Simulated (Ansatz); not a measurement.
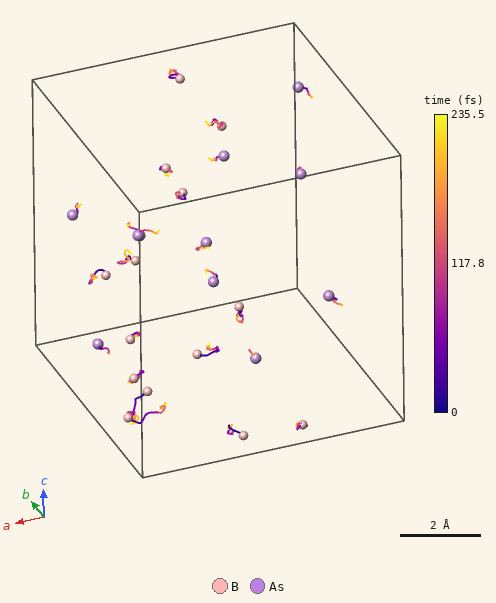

A Born-Oppenheimer molecular dynamics run of an amorphous cell of composition B₁₄As₁₁ (25 atoms in the cell), 236 fs long. It starts from the last geometry of an earlier run, with fresh velocities. Lines trace each atom's path, coloured by time; spheres stand at the starting positions. Seen from a free direction in the simulation cell.

The calculation used DFT PBE, scalar-relativistic, plane waves, PAW (Ansatz). Settings: plane-wave cutoff 420 eV; k-point mesh 1 × 1 × 1; Fermi-Dirac smearing 0.05 eV; volume 1.05 times that of the relaxed crystal; set temperature 300 K; time step 1.5 fs.

**Describe the motion.**

Root-mean-square distances from the starting positions over the second half, with the common drift of all atoms taken out: B 0.45 Å, As 0.36 Å. Against the typical shortest distance between atoms in the first frame, about 1.7 Å these are wide excursions, but the first-neighbour bonds of the start all hold: the network flexes, or its layers or units shift against each other, without breaking. Bond changes: 2 B–B bonds form between 92 fs and 99 fs; one B–B bond breaks at about 160 fs.

Limits of the set-up: the periodic images lie only 7.2 Å apart, so the values are limited by the cell's size.

The run took 6.6 min on 2 threads of Arm Neoverse V1 (shared host), peak memory 0.61 GiB.
